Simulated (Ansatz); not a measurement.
Run report: HfB$_{2}$, field-gradient calculation

HfB$_{2}$ (P6/mmm, 3 atoms in the cell), computed with DFT, PBEsol, all-electron PAW with datasets made for the crystal, scalar-relativistic, no spin polarisation (Ansatz 0.2.0).

The structure derives from an entry of the Crystallography Open Database. Its volume is 0.98 times that of the source entry. It belongs to a series of runs on one base structure; here: volume scaled by 0.98, crystal datasets. Figures and captions count atoms from 1; the log counts them from 0 in places.

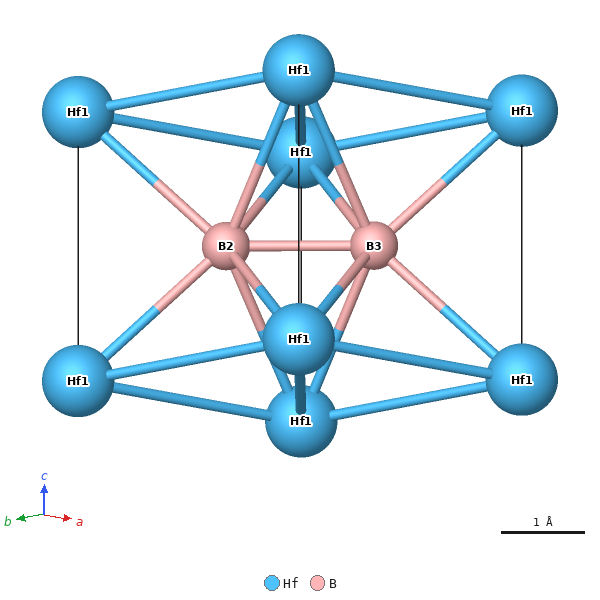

The structure (ball-and-stick view of the cell of the calculation, seen at an oblique angle; atoms are numbered from 1 in the order of the input). An atom can appear more than once, as a periodic image. Near neighbours in the periodic cell (some may lie outside the picture): Hf has 12 B at 2.50 Å and 6 Hf at 3.12 Å; B has 3 B at 1.80 Å and 6 Hf at 2.50 Å.

## The input
```yaml
crystal:
  lattice:
    - [3.1189256393, 0.0, 0.0]
    - [-1.5594628197, 2.7010688362, 0.0]
    - [0.0, 0.0, 3.4566435916]
  atoms:
    - { symbol: Hf, position: [0.0, 0.0, 0.0] }
    - { symbol: B, position: [0.3333333333, 0.6666666667, 0.5] }
    - { symbol: B, position: [0.6666666667, 0.3333333333, 0.5] }
kpoints:
  mp_grid: { grid: [15, 15, 12] }
scf:
  occupations: { method: fermi_dirac, width: 0.03 }
hamiltonian:
  xc: pbesol
  pseudopotentials: { kind: all_electron, datasets: crystal }
output:
  forces: true
  stress: true
  eigenvalues: true
  efg: { contact_densities: true }
```

Launch command:
```bash
ansatz run input.yaml --threads 1 --pin off --max-ram 4096MiB --backend cpu --events-out ev --progress --plain --runs-dir out
```

## The program's output
```
hamiltonian.pseudopotentials.datasets: crystal makes datasets for this crystal and solves the spheres of its atoms anew in each pass: cutoff 400.0 eV, the density's 1600.0 eV; recipe 7f76710ade9d.33, for an error of 0.50 meV an atom under PBE, 1.5 meV for the cell; an energy difference from a run of another recipe may be off by several times the error for the cell, under r2SCAN by more, where some 0.1 meV an atom stays at smaller errors; B in spheres of 0.900 Å, 3 of its electrons in bands; Hf in spheres of 1.376 Å, 26 of its electrons in bands
Hf: output.efg is read without spin–orbit coupling, which moves field gradients at and beside such atoms by some per cent and up to a factor of two; PAW files take it under magnetization.noncollinear and magnetization.spin_orbit
Engine: ansatz 0.2.0, aarch64-unknown-linux-gnu
Pseudopotentials: kind: all_electron
Pseudopotential: Hf, paw, valence charge 26, recommended cutoff 400 eV (normal), crystal/all_electron/pbesol/scalar/gaussian/Hf, Koelling and Harmon's equation, gaussian nucleus
Pseudopotential: B, paw, valence charge 3, recommended cutoff 400 eV (normal), crystal/all_electron/pbesol/scalar/gaussian/B, Koelling and Harmon's equation, gaussian nucleus
Functional definition: PBEsol
  exchange = pbesol_x
  correlation = pbesol_c
Crystal: 3 atoms, lattice volume = 29.120 Å³
Basis set: ecut = 400 eV, 539 PW (Γ), exchange–correlation on 48×48×48 points (8 copies of the dense FFT grid, shifted against one another)
Bands: 20, of which v1, the nominal top of the filled ones, is band 16 counted from 1 (15 counted from 0)
Symmetry: 24 space group operations
Space group: P6/mmm (ITA 191), of the structure as read, at distance tolerance 3.1e-5 Å
k-points: 189 of 2700
Non-local potential: Hf, projectors of the file, l = 0: 2, l = 1: 2, l = 2: 1, l = 3: 2
Non-local potential: B, projectors of the file, l = 0: 1, l = 1: 1
PAW form: soft (Blöchl's): semilocal exchange-correlation on the pseudo side does not see the compensation charge
PAW one-centre angular grid: Hf, 590 points (default); XC on its mesh's 1825 points in the sphere
PAW one-centre angular grid: B, 110 points (default); XC on its mesh's 1941 points in the sphere
Initial density: superposition of atomic densities (neutral atoms: chi_scale 0, normalization atom)
Initial wavefunctions: pseudopotential atomic-orbital guess
Functional: x = pbesol(κ = 0.804, μ = 0.12345679012345678), c = pbesol(β = 0.046)
iter 1 solved again at ethr=1.23e-2 eV; its pass at ethr=1.00e-1 eV (dr2=3.95e0 eV) is discarded
SCF iter   1: F=—  HF=-411477.026503 eV  |F-HF|=—  |Δ(HF+E_count)|=         —  Δρ=8.31e-2  dr2=3.81e0  ethr=1.23e-2  ⟨swp⟩=2.0  Hψ=19185  notcnv=0
preconditioner: auto → none  [insulator: Δε(μ)=0.071 eV  Ē_g=16.754 eV  σ=0.030 eV  W_gap=0.51  n_scr=8 (ndim 8)  ℏωp=37.7 eV  f_vac=0.000  D(μ)=0.21/eV (n_scr^D=0)  ε∞_Penn≈6.1]
SCF iter   2: F=—  HF=-411476.154650 eV  |F-HF|=—  |Δ(HF+E_count)|=   8.72e-1  Δρ=3.00e-2  dr2=4.12e-1  ethr=1.19e-2  ⟨swp⟩=4.1  Hψ=9719  notcnv=0  defer=5
iter 3 solved again at ethr=8.42e-5 eV; its pass at ethr=1.29e-3 eV (dr2=2.70e-2 eV) is discarded
SCF iter   3: F=—  HF=-411476.048612 eV  |F-HF|=—  |Δ(HF+E_count)|=   1.06e-1  Δρ=1.02e-2  dr2=2.78e-2  ethr=8.42e-5  ⟨swp⟩=2.3  Hψ=19245  notcnv=0  defer=30
SCF iter   4: F=—  HF=-411476.065892 eV  |F-HF|=—  |Δ(HF+E_count)|=   1.73e-2  Δρ=5.90e-3  dr2=1.37e-2  ethr=8.42e-5  ⟨swp⟩=2.8  Hψ=7792  notcnv=0  defer=15
SCF iter   5: F=—  HF=-411476.069860 eV  |F-HF|=—  |Δ(HF+E_count)|=   3.97e-3  Δρ=1.06e-3  dr2=1.93e-4  ethr=4.27e-5  ⟨swp⟩=3.3  Hψ=9097  notcnv=0  defer=3
SCF iter   6: F=—  HF=-411476.071355 eV  |F-HF|=—  |Δ(HF+E_count)|=   1.50e-3  Δρ=1.91e-4  dr2=1.07e-5  ethr=6.04e-7  ⟨swp⟩=3.0  Hψ=11556  notcnv=0  defer=1
SCF iter   7: F=—  HF=-411476.071280 eV  |F-HF|=—  |Δ(HF+E_count)|=   7.47e-5  Δρ=5.65e-5  dr2=1.06e-6  ethr=3.34e-8  ⟨swp⟩=3.0  Hψ=9569  notcnv=0  defer=2
SCF iter   8: F=-411476.071281 eV  HF=-411476.071281 eV  |F-HF|=1.51e-9  |Δ(HF+E_count)|=   4.31e-7  Δρ=4.72e-6  dr2=1.91e-9  ethr=3.32e-9  ⟨swp⟩=3.0  Hψ=7828  notcnv=0  defer=1
SCF 1 converged in 8 iterations: F = -411476.071281 eV  dr2 = 1.91e-9
  Residual-converged pass: ⟨swp⟩=3.6  Hψ=9326  notcnv=0  max |occ|·‖R‖ = 6.5e-6 eV (tolerance 6.5e-6 eV)  dr2=2.49e-9  dr2_onsite=5.71e-8  max |Δocc| = 1.2e-9
  greatest PAW one-centre occupation: 1.000 electrons in one spin orbital (limit 2), on the Hf atom at site 0 (counted from 0), in its partial waves of l = 3
SCF converged after 8 iterations
Free energy (F): -411476.071281 eV
Harris-Foulkes:  -411476.071281 eV  (|F-HF|=1.51e-9)
Internal energy: -411476.070572 eV  (E = F + TS)
E sigma→0 (E₀):  -411476.070926 eV
Entropy (-TS):   -0.000709 eV (-0.236 meV/atom)
Past the cutoff: the bands carry plane waves up to 1.75 times it, of which those up to 1.5 times it add -0.000238 eV an atom, each by itself; the spheres take 0.000152 eV an atom off the energy for waves past 1.75 times it
By the cutoff:   a pressure is off by up to 0.007 GPa (1.2 times the spheres' own share and the shells' term, over an atom's volume, and 0.004 GPa: a bound that held against runs at twice the plane waves)
Past the cutoffs: a stress includes 0.0005 GPa for waves and charges beyond them, in addition to the slope of what the spheres take
In the spheres:  the bands' charges fall short by 7.7e-7 e at most (sound up to 1e-3)
Fermi energy:    21.230610 eV
--- Per-component energies (eV) ---
  E_band       = 153.028147
  E_kinetic    = 334.586960
  E_local      = -4089.787709  (includes V_loc(G=0)·N_el)
  E_nonlocal   = -2174.933572
  E_hartree    = 2142.156845
  E_xc         = -143.828056
  E_vxc        = -187.416098  (∫ρ·V_xc dr)
  E_paw        = -419171.965706  (= ΣΔE_a)
  E_vpaw       = -14803.080571  (= ΣTr[D̂ρ^β])
  E_ewald      = -5161.645426
  E_smearing   = -0.000709  (= −TS)
  E_closure    = 16789.346092  (closes the sum)
  Σ components = -411476.071281   (vs F -411476.071281, Δ=0.00e0)
  The terms above E_closure are by the made datasets' own strengths, without shells solved beside the bands.
--- Forces (eV/Å), atoms counted from 1 ---
  atom   1  Hf     0.00000000     0.00000000     0.00000000
  atom   2  B     -0.00000000     0.00000000     0.00000000
  atom   3  B     -0.00000000    -0.00000000     0.00000000
  max |Σ_I F_I| component: 3.70e-17 eV/Å
--- Stress (GPa, compression-positive) ---
        1.516781      -0.000000       0.000000
       -0.000000       1.516781      -0.000000
        0.000000      -0.000000      -0.500512
  P = ⅓ Tr σ = 0.8444 GPa (8.444 kbar)
--- PAW observables at the nuclei: V_zz in 10²¹ V/m², potentials from the cell's mean, atoms counted from 1 ---
  atom   1  Hf V_zz =   +11.599655   η = 0.0000   by run symmetry: allowed
            electrostatic potential = -14182.191932 V   contact ρ = 7515502.864318 e/Å³
  atom   2  B  V_zz =    +0.089559   η = 0.0000   by run symmetry: allowed
            electrostatic potential = -335.775274 V   contact ρ = 481.301710 e/Å³
  atom   3  B  V_zz =    +0.089559   η = 0.0000   by run symmetry: allowed
            electrostatic potential = -335.775274 V   contact ρ = 481.301710 e/Å³
--- Band table (eV; the first three rows and the last of 189) ---
  k-point 0: bands = ["-40.4599", "-9.3527", "-8.8366", "-8.8366", "7.3736", "9.5619", "9.5777", "9.5961", "9.5961", "9.5981", "9.5981", "9.6955", "18.1043", "18.2578", "18.2578", "18.5088", "25.2717", "25.2717"]
  k-point 1: bands = ["-40.4593", "-9.3737", "-8.8351", "-8.8351", "7.4880", "9.5607", "9.5776", "9.5965", "9.5965", "9.5977", "9.5977", "9.6955", "17.2263", "18.3313", "18.3313", "19.3473", "24.4340", "24.4340"]
  k-point 2: bands = ["-40.4579", "-9.4303", "-8.8310", "-8.8310", "7.8193", "9.5578", "9.5775", "9.5921", "9.5921", "9.6019", "9.6019", "9.6956", "16.1400", "18.5485", "18.5485", "20.3402", "23.4178", "23.4178"]
  k-point 188: bands = ["-40.3915", "-9.4393", "-9.3688", "-9.3688", "9.5702", "9.5702", "9.5910", "9.5927", "9.5927", "9.6087", "9.6681", "12.0541", "12.0541", "15.6870", "18.0366", "18.0366", "25.7373", "26.7348"]
```

## Results in brief

- outcome: converged
- space group (tolerance 0.01 Å): P6/mmm (191)
- electrons in bands (core shells apart): 32
- free energy: −411476.0713 eV
- Fermi energy: 21.231 eV
- pressure: 0.84 GPa
- field gradient V_zz (10²¹ V/m²): Hf 11.60, B 0.0896, B 0.0896
- largest force (length of the vector): under 0.001 eV/Å
- hardware: 1 thread of Arm Neoverse V1, 24 GiB of memory available, shared host
- wall time: 30 s
- peak memory: 0.79 GiB

Warnings of the run: the field gradients leave out spin–orbit coupling. Spin–orbit coupling is left out, which matters for Hf.
